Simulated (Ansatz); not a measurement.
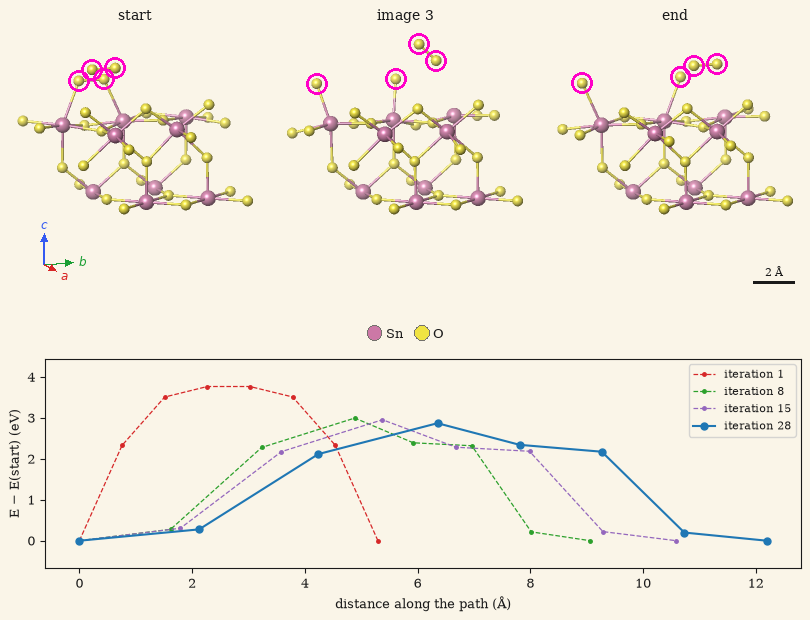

A search for the minimum-energy path of O2 on SnO2(110) (26 atoms in the cell) by the nudged elastic band. Images are numbered from 0 (start) to 7 (end). The plot follows the band through its iterations. The picture is a ball-and-stick view of the simulation cell, with the vacuum cut short (origin moved), seen slightly off an axis. The atoms that move most are ringed. Bonds to atoms that aren't drawn are left out.

Method: Ansatz 0.2.0, DFT PBEsol, scalar-relativistic, plane waves, PAW. Run with plane-wave cutoff 420 eV; k-point mesh 2 × 2 × 1; Gaussian smearing 0.05 eV; spin collinear; 10 atoms held fixed; 6 movable images; climbing image from the first iteration; force threshold 0.05 eV/Å; iteration limit 28.

### Judge this run.

The result isn't final. The band hadn't converged when the run stopped after 28 iterations. The barrier read from it is provisional, though the highest image hardly moved in the last two iterations. The first iteration put the highest image at 3.77 eV. The two ends have the same energy, and the highest point, image 3, lies 2.87 eV above the start.

Limits of the set-up: the periodic images lie only 6.4 Å apart, so the values are limited by the cell's size.

PAW datasets: the set soft_1.
